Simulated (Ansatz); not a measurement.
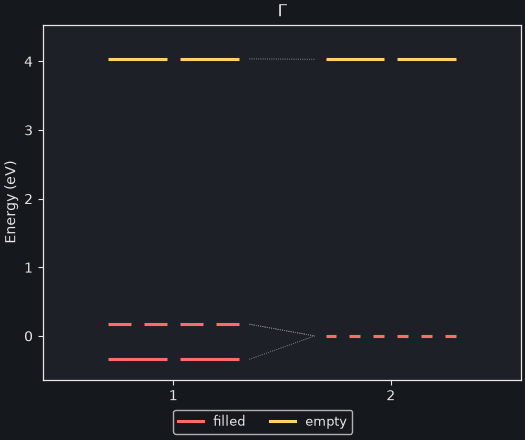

Levels at Γ, each bar one state with spin counted. Zero is the valence top without spin-orbit coupling, and the two sets are aligned on the mean of the six top valence states at Γ.

System: rocksalt KBr, space group Fm-3m, 2 atoms in the primitive cell; cubic a = 6.600 Å. Run without spin-orbit coupling: LDA, all-electron LAPW, 5×5×5 k mesh, Fermi-Dirac smearing of 0.05 eV (Ansatz 0.2.0). Run with it: LDA, all-electron LAPW, relativistic spinors, 5×5×5 k mesh, fixed occupations (Ansatz 0.2.0). Neither carries moments.

Which column includes spin-orbit coupling?

Column 1: it splits levels that are degenerate in column 2.

How does spin-orbit coupling split the valence top at Γ?

The threefold valence top at Γ (six states with spin) splits into a fourfold level on top and a twofold one 0.51 eV below it, the split-off level.

What happens to the direct gaps?

The vertical gap goes from 4.03 to 3.87 eV at Γ. A third of the splitting is 0.17 eV, which accounts for the change at Γ: the fourfold level rises by about that much.

And the smallest gap over all k points computed?

It narrows from 4.03 eV (valence top at Γ, conduction bottom at Γ) to 3.87 eV.

LDA, GGA and most meta-GGA functionals understate gaps. with SOC: local fields are left out.
